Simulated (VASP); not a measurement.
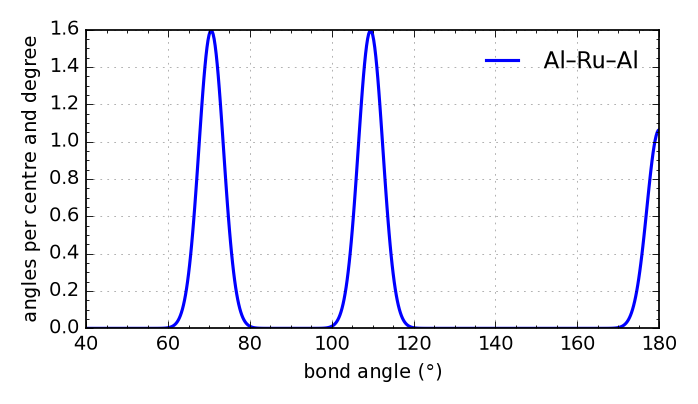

Bond-angle distributions computed from the structure of AlRu; each angle is a Gaussian of σ = 3.0°. Bonds counted: Al–Ru up to 2.92 Å. Basis of the simulation: the end point of a relaxation with VASP Kohn-Sham DFT of a periodic cell, PW91, VASP PAW PBE potentials, recommended (VASP).

**Give the groups of angles for each curve.**

Al–Ru–Al: 71° (12 per centre); 109° (12 per centre); 180° (4 per centre)

**What coordination geometry do the angles point to, counting the bonds named above alone?**

Ru has 8 Al neighbours in a cubic arrangement.

The structure has space group Pm-3m (No. 221); other forms of this composition would give other results.
